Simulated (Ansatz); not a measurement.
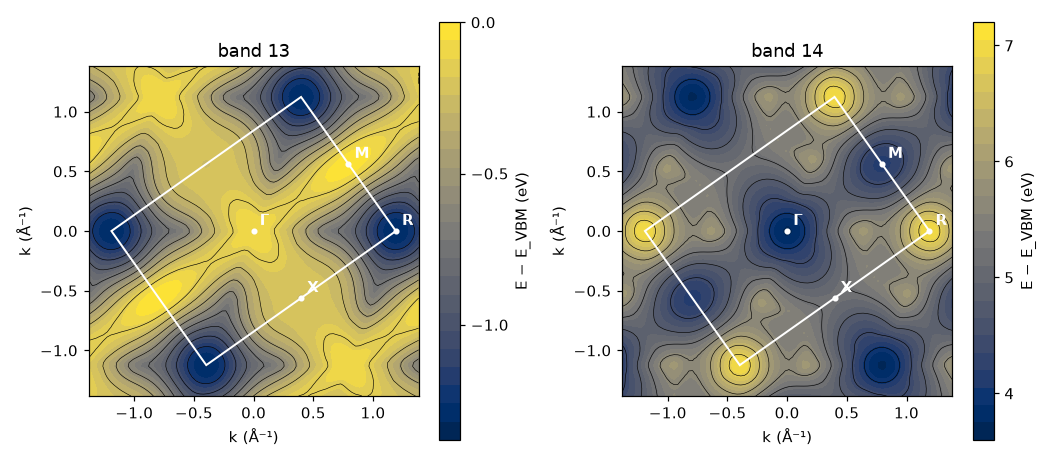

Two bands of CsI (Pm-3m) over the plane through Γ, R and M: the highest mostly filled and the lowest mostly empty one.

Method: DFT PBEsol, scalar-relativistic, plane waves, PAW; levels and slopes on a dense k mesh at the converged density (Ansatz). No spin polarisation. Mesh 26×26×26, interpolated with the band slopes. The geometry was not relaxed.

Q: Give both levels and their distance at the named points.

A:
```tsv
point	lower band (eV)	upper band (eV)	distance (eV)
Γ	−0.09	3.72	3.80
R	−1.33	7.07	8.40
M	0.00	4.15	4.15
X	−0.24	5.13	5.37
```

Q: Where are the band edges of the whole zone?

A: The valence band has three equivalent maxima at M, principal masses 0.39, 2.75 and 2.75 mₑ; the conduction band has one minimum at Γ, mass 0.27 mₑ in all directions. The gap is indirect, 3.72 eV at this level of theory (semilocal functionals give gaps that are too small, and can reorder valleys that lie close).

Spin-orbit coupling, left out here, can change the gap, its kind, the place of the band edges and the masses, since the compound holds Cs and I.
